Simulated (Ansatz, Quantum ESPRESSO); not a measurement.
# 2H-MoS2, 1 layer: the gap on the mesh at a withheld member of a series

**Set-up.** Quantum ESPRESSO 7.5, PBE, SG15 norm-conserving. Cell and atoms are relaxed under PBE (GBRV files) and held. Screened hybrids with norm-conserving files, screening 0.106 per bohr, fixed occupations, a 9×9×1 mesh with exchange on 3×3×1 q points. Levels count from the potential in the middle of the vacuum. The series steps the share of short-range exact exchange (0.25 is HSE06, 0 is PBE).

| share of short-range exact exchange | gap on the mesh (eV) |
| --- | --- |
| 0 | 1.664 |
| 0.1 | 1.864 |
| 0.15 | 1.966 |
| 0.2 | 2.069 |
| 0.25 | 2.173 |
| 0.4 | 2.493 |

To predict: What is the gap on the mesh at 0.3?

**Worked estimate.** The rows at 0.25 and 0.4 give a slope of (2.493 − (2.173))/(0.4 − (0.25)) = 2.133, so a straight line gives 2.280 eV. A parabola through these and the row at 0.2 gives 2.278 eV.

**The withheld run.** 2.279 eV. The line misses by +0.001 and the parabola by −0.001 eV. Both misses are under 5 % of the step from the nearer row.

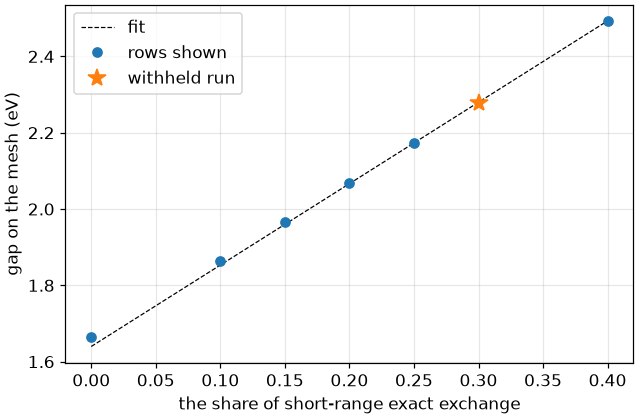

The rows shown, the fit and the withheld run.

**Limits.** Gaps are those of the mesh; no spin-orbit coupling; the q mesh was not tested; the geometry stays that of PBE.
